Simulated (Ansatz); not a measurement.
```cif
data_structure
_symmetry_space_group_name_H-M 'P 1'
_symmetry_Int_Tables_number 1
_cell_length_a 3.6678
_cell_length_b 3.6678
_cell_length_c 30.6344
_cell_angle_alpha 90.000
_cell_angle_beta 90.000
_cell_angle_gamma 90.000
_cell_volume 412.12
loop_
_atom_site_label
_atom_site_type_symbol
_atom_site_fract_x
_atom_site_fract_y
_atom_site_fract_z
_atom_site_occupancy
Sn1 Sn 0.99985 0.99985 0.45987 1
O1 O 0.99985 0.49985 0.50000 1
O2 O 0.49985 0.99985 0.50000 1
Sn2 Sn 0.49985 0.49985 0.54013 1
```

Changed on purpose from its base cell (biaxial strain -0.040, atoms relaxed).

All numbers below come from DFT PBE+D3(BJ), scalar-relativistic, plane waves, PAW (Ansatz).

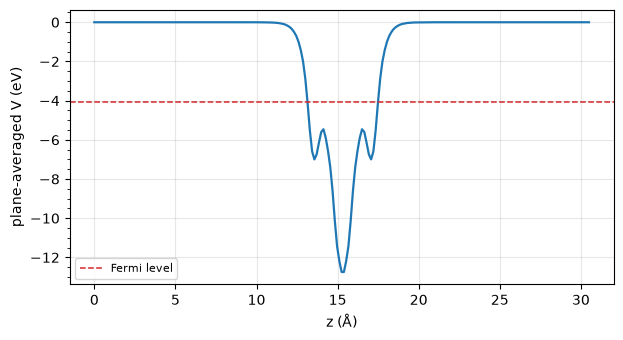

SnO (slab). Plane average of the electrostatic potential energy of an electron across the slab.

Core electrons are frozen (PAW), and the valence fields are smoothed inside the atomic spheres.

Question: How far above the Fermi level of the calculation is the vacuum level?

Answer: 4.1 eV. The slab has a gap, so the Fermi level lies inside it and this isn't a work function in the metallic sense.

Question: How thick is the slab, and how wide the vacuum?

Answer: The outermost nuclei are 2.5 Å apart, in 3 atomic planes; the vacuum between periodic images is 28.2 Å wide.
